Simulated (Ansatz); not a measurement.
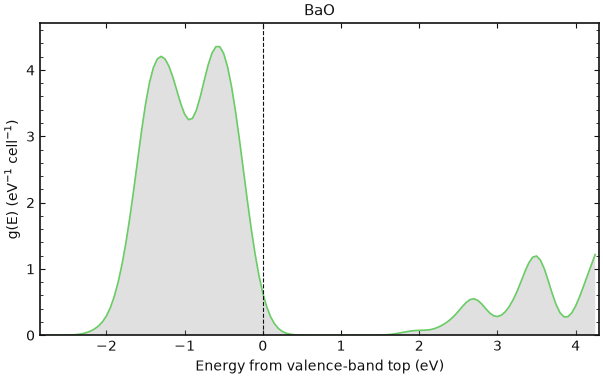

Density of states. Energies are counted from the top of the valence band. The curve is built from the levels of the k mesh with Gaussians 0.4 eV wide, which also blur the band edges.

The material is BaO, space group Fm-3m (No. 225), 2 atoms in the cell.

Ansatz 0.2.0; DFT, PBEsol, plane waves, PAW, no spin polarisation, 6×6×6 k mesh, 420 eV cutoff.

Q: Is there a gap at the Fermi level, and how wide?

A: There is a gap; over the k points computed it is 1.95 eV (direct among those points).

Q: How wide is the upper valence band?

A: The upper group of valence states starts about 2.0 eV under the valence-band top, with a gap beneath it; it holds about 6 electrons a cell.
